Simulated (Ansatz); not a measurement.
# Single-point calculation of WS$_{2}$

- system: WS$_{2}$ (6 atoms in the cell)
- method: DFT, PBE, dispersion d3bj, plane waves, PAW, spin-polarised (Ansatz 0.2.0)

The structure derives from a Materials Project entry. Some settings of this run were made unusual or wrong on purpose.

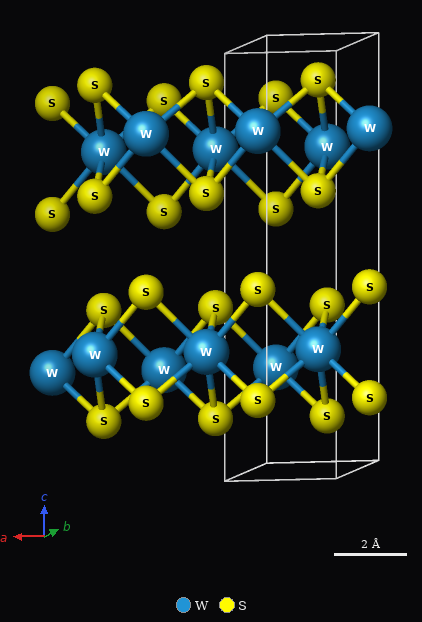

Fig. 1: The structure (ball-and-stick view of the cell of the calculation, repeated 3 × 2 × 1, seen at an oblique angle). Near neighbours in the crystal (not all of them lie inside the picture): W has 6 S at 2.41 Å; S has 3 W at 2.41 Å.

**Outcome**

```csv
quantity,value
outcome,converged
space group (tolerance 0.01 Å),P6₃/mmc (194)
electrons treated,52
free energy,−24385.3200 eV
Fermi energy,12.508 eV
gap on the k-point mesh,0.89 eV
net moment of the cell,0.00 μB
integrated absolute moment,0.00 μB
pressure,−0.01 GPa
largest force (length of the vector),under 0.001 eV/Å
hardware,"1 thread of Arm Neoverse V1, 24 GiB of memory available, shared host"
wall time,23 s
peak memory,0.5 GiB
```

**Notes**

This input holds a deliberate fault: an impossible spin (`magnetization`). It did no harm here: the run converged to the energy of the sound run within 1 meV per atom. Warnings of the run: some starting moments were not kept.

**Input file**
```yaml
crystal:
  lattice:
    - [3.1541582987, 0.0, 0.0]
    - [-1.5770791494, 2.7315812143, 0.0]
    - [0.0, 0.0, 12.1454746117]
  atoms:
    - { symbol: W, position: [0.3333333333, 0.6666666667, 0.7500219004] }
    - { symbol: W, position: [0.6666666667, 0.3333333333, 0.2499780996] }
    - { symbol: S, position: [0.3333333333, 0.6666666667, 0.1203226762] }
    - { symbol: S, position: [0.6666666667, 0.3333333333, 0.6203665186] }
    - { symbol: S, position: [0.3333333333, 0.6666666667, 0.3796334814] }
    - { symbol: S, position: [0.6666666667, 0.3333333333, 0.8796773238] }
basis:
  ecutwfc: 420
kpoints:
  mp_grid: { grid: [12, 12, 2] }
hamiltonian:
  xc: pbe
  dispersion: d3bj
scf:
  occupations: { method: gaussian, width: 0.02 }
  max_iter: 50
output:
  forces: true
  eigenvalues: true
  stress: true
magnetization:
  spin_polarized: true
  initial_magnetization: 7
```

Command:
```bash
ansatz run input.yaml --threads 1 --pin off --max-ram 2560MiB --backend cpu --events-out ev --progress --plain --runs-dir out
```

**Output**
```
Engine: ansatz 0.2.0, aarch64-unknown-linux-gnu
Pseudopotentials: kind: paw
Pseudopotential: W, paw, valence charge 14, recommended cutoff 420 eV (normal), W.paw.azcp
Pseudopotential: S, paw, valence charge 6, recommended cutoff 420 eV (normal), S.paw.azcp
Functional definition: PBE
  parameter kappa = 0.804
  parameter beta = 0.06672455060314922
  exchange = pbe_x(kappa = kappa, mu = beta*pi^2/3)
  correlation = pbe_c(beta = beta)
Crystal: 6 atoms, lattice volume = 104.643 Å³
Basis set: ecut = 420 eV, 2033 PW (Γ), exchange–correlation on 48×48×180 points (8 copies of the dense FFT grid, shifted against one another)
Bands: 36, of which v1, the nominal top of the filled ones, is band 26 counted from 1 (25 counted from 0)
Symmetry: 12 space group operations
Space group: P-3m1 (ITA 164), of the structure as read, at distance tolerance 4.7e-5 Å
Magnetic group: BNS 164.85 (UNI 1315), of the structure as read, at distance tolerance 4.7e-5 Å
k-points: 38 of 288
Non-local potential: W, projectors of the file, l = 0: 3, l = 1: 2, l = 2: 2, l = 3: 1
Non-local potential: S, projectors of the file, l = 0: 2, l = 1: 2, l = 2: 2
PAW form: soft (Blöchl's): semilocal exchange-correlation on the pseudo side does not see the compensation charge
PAW one-centre angular grid: W, 590 points (default); XC on 64 Gauss nodes
PAW one-centre angular grid: S, 110 points (default); XC on 64 Gauss nodes
Initial density: superposition of atomic densities (chi_scale 0.1, normalization cell)
Starting moments: Σ|m| = 7 μB on 6 of 6 sites
Initial wavefunctions: pseudopotential atomic-orbital guess
Functional: x = pbe(κ = 0.804, μ = 0.2195149727645171), c = pbe(β = 0.06672455060314922)
SCF iter   1: F=—  HF=-24372.302276 eV  |F-HF|=—  |Δ(HF+E_count)|=         —  Δρ=2.71e-2 (↑2.39e-2 ↓2.71e-2)  dr2=2.09e0  dr2_m=4.06e-1  M=7.000 μB ∫|m|=7.002 μB  β_m=0.30  ethr=3.10e-3  ⟨swp⟩=7.1  Hψ=12859  notcnv=0
Mixer restart at iter 1: flushing history
preconditioner: auto → Kerker (q_TF=auto, 2.428 Å⁻¹)  [metal: Δε(μ)=0.005 eV  Ē_g=9.193 eV  σ=0.020 eV  W_gap=0.13  n_scr=26 (ndim 8)  ℏωp=21.8 eV  f_vac=0.000  D(μ)=9.31/eV (n_scr^D=98)]
spin=Collinear: Kerker preconditioning applied to the charge; magnetization (m = ρ↑ − ρ↓) channel mixes plain (no charge-response kernel on spin).
SCF iter   2: F=—  HF=-24384.617097 eV  |F-HF|=—  |Δ(HF+E_count)|=         —  Δρ=4.70e-2 (↑4.70e-2 ↓4.65e-2)  dr2=1.71e0  dr2_m=1.80e0  M=0.000 μB ∫|m|=0.167 μB  β_m=0.30  ethr=3.10e-3  ⟨swp⟩=1.0  Hψ=3345  notcnv=0
Mixer restart at iter 2: flushing history
preconditioner: auto → Resta (q_TF=auto, 2.428 Å⁻¹)  ε∞=6.1  [insulator: Δε(μ)=0.317 eV  Ē_g=9.681 eV  σ=0.020 eV  W_gap=1.00  n_scr=26 (ndim 8)  ℏωp=21.8 eV  f_vac=0.000  D(μ)=0.00/eV (n_scr^D=0)  ε∞_Penn≈6.1]
spin=Collinear: Resta preconditioning applied to the charge; magnetization (m = ρ↑ − ρ↓) channel mixes plain (no charge-response kernel on spin).
SCF iter   3: F=—  HF=-24384.862261 eV  |F-HF|=—  |Δ(HF+E_count)|=   2.45e-1  Δρ=3.31e-2 (↑3.31e-2 ↓3.30e-2)  dr2=8.60e-1  dr2_m=8.84e-1  M=0.000 μB ∫|m|=0.121 μB  β_m=0.65  ethr=3.10e-3  ⟨swp⟩=1.5  Hψ=3029  notcnv=0  defer=135
SCF iter   4: F=—  HF=-24385.315419 eV  |F-HF|=—  |Δ(HF+E_count)|=   4.53e-1  Δρ=2.63e-3 (↑2.63e-3 ↓2.29e-3)  dr2=2.44e-2  dr2_m=2.68e-4  M=0.000 μB ∫|m|=0.014 μB  β_m=0.82  ethr=1.65e-3  ⟨swp⟩=2.3  Hψ=4903  notcnv=0  defer=139
SCF iter   5: F=—  HF=-24385.318264 eV  |F-HF|=—  |Δ(HF+E_count)|=   2.84e-3  Δρ=4.79e-4 (↑4.33e-4 ↓4.79e-4)  dr2=2.01e-3  dr2_m=5.58e-6  M=0.000 μB ∫|m|=0.003 μB  β_m=0.90  ethr=4.69e-5  ⟨swp⟩=3.2  Hψ=5441  notcnv=0  defer=168
SCF iter   6: F=—  HF=-24385.319664 eV  |F-HF|=—  |Δ(HF+E_count)|=   1.40e-3  Δρ=2.02e-4 (↑1.97e-4 ↓2.02e-4)  dr2=4.78e-4  dr2_m=3.52e-7  M=0.000 μB ∫|m|=0.001 μB  β_m=0.95  ethr=3.86e-6  ⟨swp⟩=2.1  Hψ=3956  notcnv=0  defer=168
SCF iter   7: F=—  HF=-24385.319896 eV  |F-HF|=—  |Δ(HF+E_count)|=   2.32e-4  Δρ=8.79e-5 (↑8.04e-5 ↓8.79e-5)  dr2=5.16e-5  dr2_m=2.53e-8  M=0.000 μB ∫|m|=0.000 μB  β_m=0.91  ethr=9.20e-7  ⟨swp⟩=2.0  Hψ=4028  notcnv=0  defer=168
SCF iter   8: F=—  HF=-24385.319950 eV  |F-HF|=—  |Δ(HF+E_count)|=   5.41e-5  Δρ=3.45e-5 (↑3.04e-5 ↓3.45e-5)  dr2=9.25e-6  dr2_m=9.81e-9  M=0.000 μB ∫|m|=0.000 μB  β_m=0.96  ethr=9.92e-8  ⟨swp⟩=2.0  Hψ=3935  notcnv=0  defer=168
SCF iter   9: F=—  HF=-24385.319956 eV  |F-HF|=—  |Δ(HF+E_count)|=   6.32e-6  Δρ=7.38e-6 (↑7.38e-6 ↓6.84e-6)  dr2=3.31e-7  dr2_m=5.21e-10  M=0.000 μB ∫|m|=0.000 μB  β_m=0.98  ethr=1.78e-8  ⟨swp⟩=2.0  Hψ=4094  notcnv=0  defer=168
SCF iter  10: F=—  HF=-24385.319957 eV  |F-HF|=—  |Δ(HF+E_count)|=   4.95e-7  Δρ=1.46e-6 (↑1.42e-6 ↓1.46e-6)  dr2=1.68e-8  dr2_m=4.75e-12  M=0.000 μB ∫|m|=0.000 μB  β_m=0.99  ethr=6.37e-10  ⟨swp⟩=2.1  Hψ=4100  notcnv=0  defer=168
SCF iter  11: F=-24385.319957 eV  HF=-24385.319957 eV  |F-HF|=2.47e-10  |Δ(HF+E_count)|=   1.69e-8  Δρ=3.23e-7 (↑3.23e-7 ↓3.04e-7)  dr2=5.51e-10  dr2_m=6.12e-13  M=0.000 μB ∫|m|=0.000 μB  ethr=3.22e-11  ⟨swp⟩=8.4  Hψ=10680  notcnv=0
SCF 1 converged in 11 iterations: F = -24385.319957 eV  dr2 = 5.51e-10
  greatest PAW one-centre occupation: 1.000 electrons in one spin orbital (limit 2), on the W atom at site 1 (counted from 0), in its partial waves of l = 0
```

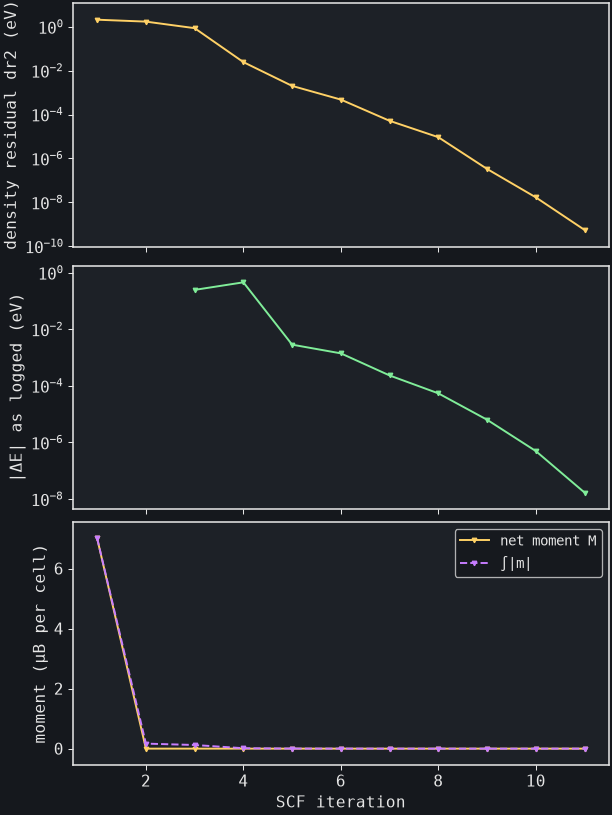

Fig. 2: Convergence of the self-consistent field: density residual dr2, size of the energy change and magnetic moment against the SCF iteration. The residual falls at every step. The net moment goes from 7.0 to 0.0 μB per cell, and ∫|m| falls to zero.

```
WARN: the starting moments were not kept: the SCF closed with an absolute magnetisation of 6.3e-7 μB, where they sum to 7 μB in size (6 sites). That is at most 0.1 of that sum. Measured as dr2_m measures the in/out step, that magnetisation stands 2.2e-14 eV from none, at or under the dr2_threshold of 1.0e-7 eV: it is no larger than a step whose dr2_m would equal this threshold. The system may hold no moment; this SCF shows only that its start led to no more than that. To try another start: raise the starting moments (crystal.atoms[].spin, magnetization.per_species, magnetization.initial_magnetization, or on a non-collinear deck that types none of these the spinor_matrix: blocks that start its atoms; where the total moment is fixed, keep their sum and leave initial_magnetization as it is; typed ones take the place of any that the run laid by itself, positive ones on a crystal's lanthanoids without a Hubbard term where scf.initial_density.shell_occupations: [] is typed) or, if the notice of its spin-set hold's release reads "site moments contracting" or "site moments show no strong build", lengthen the hold (scf.mixing.spin_hold: { on: { confirm: 4 } }; for m-r²SCAN on two components see the key's manual first). Each may lead to a state that holds a moment. A second SCF, from the converged charge density, with the starting moments and any scf.initial_density.shell_occupations laid on it anew, would have followed, and was not run: the deck does not ask for one (magnetization.retry_lost_moments is false, the default). To let it run, set magnetization.retry_lost_moments: true and run the deck again, where that key's refused combinations let it; where memory then withholds it, that run's warning says so.
SCF converged after 11 iterations
Magnetization: 0.0000 μB (26.0000 up, 26.0000 down)
Absolute magnetization: 0.0000 μB (∫|ρ↑−ρ↓|, with the PAW one-centre terms)
Spin contamination: 0.0000 ħ² per cell (⟨S²⟩ above its minimum at these occupations)
Per-site moments (μB) at R_I (Å): [(-1.0991795971154746e-7, 0.9930889852168103), (-1.0991795968226263e-7, 0.99308898521681), (6.236174773043806e-8, 0.9930891215409103), (6.078982177230631e-8, 0.9930889852168103), (6.078982181700349e-8, 0.99308898521681), (6.236174782132548e-8, 0.9930891215409098)]
Free energy (F): -24385.319957 eV
Harris-Foulkes:  -24385.319957 eV  (|F-HF|=2.47e-10)
Internal energy: -24385.319957 eV  (E = F + TS)
E sigma→0 (E₀):  -24385.319957 eV
Fermi energy:    12.507762 eV
--- Per-component energies (eV) ---
  E_band       = -357.676715
  E_kinetic    = 1334.623714
  E_local      = -3363.105446  (includes V_loc(G=0)·N_el)
  E_nonlocal   = 114.822911
  E_hartree    = 1328.799701
  E_xc         = -925.238887
  E_vxc        = -831.351309  (∫ρ·V_xc dr)
  E_paw        = -19526.334944  (= ΣΔE_a)
  E_vpaw       = -270.265218  (= ΣTr[D̂ρ^β])
  E_aug_tail   = -0.000123  (compensation charges beyond the density's cutoff)
  E_ewald      = -3346.276675
  E_disp       = -2.610208  (pairwise vdW)
  E_smearing   = -0.000000  (= −TS)
  E_closure    = 0.000000  (closes the sum)
  Σ components = -24385.319957   (vs F -24385.319957, Δ=0.00e0)
--- Forces (eV/Å), atoms counted from 1 ---
  atom   1  W      0.00000000    -0.00000000    -0.00011006
  atom   2  W     -0.00000000     0.00000000     0.00011006
  atom   3  S      0.00000000     0.00000000     0.00008835
  atom   4  S     -0.00000000    -0.00000000    -0.00043629
  atom   5  S      0.00000000     0.00000000     0.00043629
  atom   6  S     -0.00000000     0.00000000    -0.00008835
  max |Σ_I F_I| component: 9.25e-18 eV/Å
--- Stress (GPa, compression-positive) ---
       -0.009997      -0.000000       0.000000
       -0.000000      -0.009997      -0.000000
        0.000000      -0.000000      -0.022139
  P = ⅓ Tr σ = -0.0140 GPa (-0.140 kbar)
--- Band table (eV; the first three rows and the last of 76) ---
  k-point 0 ↑: bands = ["-62.5265", "-62.5265", "-26.8272", "-26.8272", "-26.6452", "-26.6452", "-26.6452", "-26.6452", "-3.6446", "-3.3623", "-2.1360", "-1.6099", "4.3001", "5.5001", "8.0737", "8.5476", "8.5476", "8.5658", "8.5658", "9.7738", "9.7738", "9.8417", "9.8417", "10.6402", "10.7663", "12.0623", "14.3124", "14.3124", "14.3254", "14.3254", "14.3321", "14.3321", "14.5617", "14.5617", "16.7852", "17.0038"]
  k-point 1 ↑: bands = ["-62.5265", "-62.5265", "-26.8272", "-26.8272", "-26.6452", "-26.6452", "-26.6452", "-26.6452", "-3.5227", "-3.5223", "-1.8595", "-1.8590", "4.8101", "4.8110", "8.5565", "8.5565", "8.5565", "8.5565", "9.1132", "9.1142", "9.8077", "9.8077", "9.8077", "9.8077", "11.7528", "11.7535", "14.2991", "14.2991", "14.2992", "14.2992", "14.4657", "14.4657", "14.4659", "14.4659", "16.8988", "16.8988"]
  k-point 2 ↑: bands = ["-62.5252", "-62.5252", "-26.8227", "-26.8226", "-26.6704", "-26.6703", "-26.6510", "-26.6510", "-3.5263", "-3.2440", "-2.0837", "-1.5729", "4.4425", "5.6416", "7.9044", "8.2350", "8.2652", "8.6595", "8.6854", "9.3392", "9.5842", "9.6582", "9.8374", "10.7662", "10.7837", "11.8149", "14.1926", "14.2143", "14.2156", "14.2801", "14.3066", "14.4704", "14.5056", "14.5667", "17.3287", "17.5297"]
  k-point 37 ↓: bands = ["-62.5050", "-62.5050", "-26.9181", "-26.9181", "-26.8825", "-26.8825", "-26.7502", "-26.7502", "-0.9589", "-0.9589", "-0.8955", "-0.8955", "5.5010", "5.5013", "5.9013", "5.9013", "6.8192", "6.8195", "7.1958", "7.1958", "8.2753", "8.2753", "8.8913", "8.8913", "11.3544", "11.3546", "13.3216", "13.3216", "14.5628", "14.5637", "15.4245", "15.4245", "16.8202", "16.8202", "18.5296", "18.5296"]
```
